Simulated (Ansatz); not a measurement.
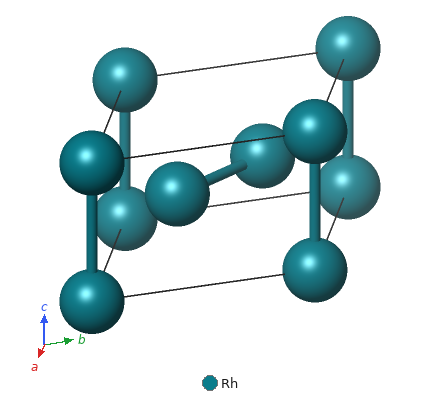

Rh (P6/mmm, No. 191): coordinates from a relaxation with Ansatz, DFT, revPBE, plane waves (420 eV) with PAW, scalar-relativistic; the starting structure was generated, so it need not be a known form of this composition.

```xyz
3
Lattice="4.3582 0.0000 0.0000 -2.1791 3.7743 0.0000 0.0000 0.0000 2.6754" Properties=species:S:1:pos:R:3 pbc="T T T"
Rh    0.0000    0.0000    0.0000
Rh    0.0000    2.5162    1.3377
Rh    2.1791    1.2581    1.3377
```

**What will a Z-contrast image along [201] show? Simulation: incoherent imaging, intensity Z^1.6 per atom, probe width 0.92 Å, thin sample. Shot noise was added.**

The columns repeat on a centred rectangular net of 1.28 × 2.52 Å (plane group c2mm). All columns are alike (Rh). The shortest distance between visible columns is 1.28 Å in projection. Along the beam the structure repeats every 9.12 Å.

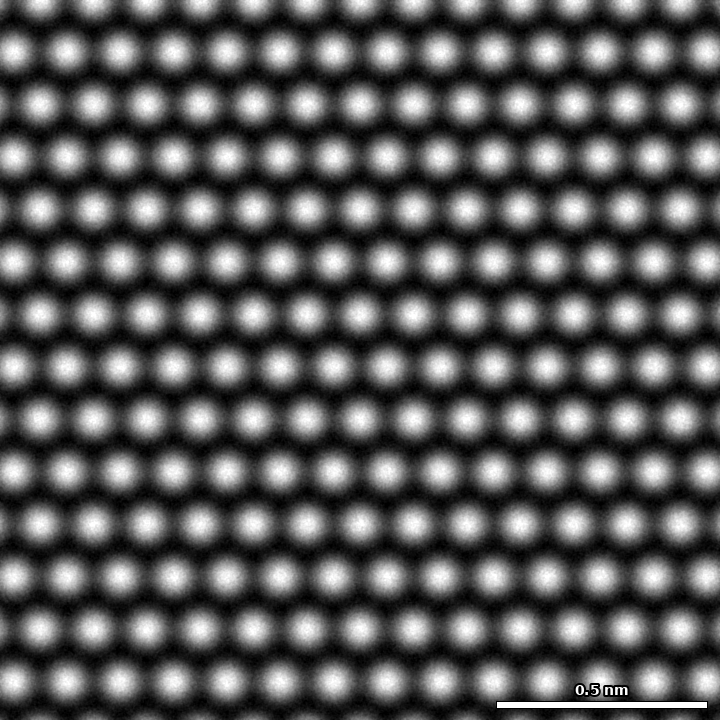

The simulated image.
